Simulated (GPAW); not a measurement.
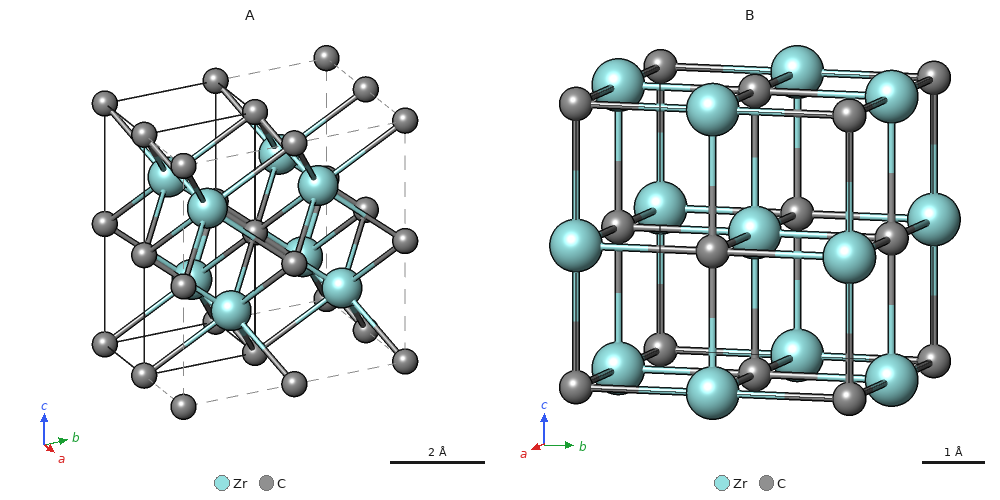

Two structures of ZrC, each relaxed (cell and atoms) at zero pressure; conventional cells in solid outline, small ones repeated, each panel with its own scale. Alike in all runs: GPAW 26.7.0; functional PBEsol; potentials PAW data sets generated in the run's folder for this functional; cutoff 800 eV; occupations fermi-dirac, width 0.05 eV; no spin polarisation; no spin-orbit coupling. The k meshes have like spacings.

Question: Name the structure in each panel.

Answer: A: anti-NiAs type, P6₃/mmc; B: rock salt (NaCl type), Fm-3m.

Question: Rank them by energy, lowest first.

Answer: B, then A (+158 meV/atom), static energies at zero smearing.

Question: Collect the results in a table.

Answer:
| panel | space group | E − E(lowest) (meV/atom) | volume (Å³/atom) |
| --- | --- | --- | --- |
| B | Fm-3m | 0 | 12.7 |
| A | P6₃/mmc | 158 | 12.7 |

The starts are database entries or structure types tried for this composition, and the most stable form need not be among them.

Caveat: later steps reuse the first step's grids.
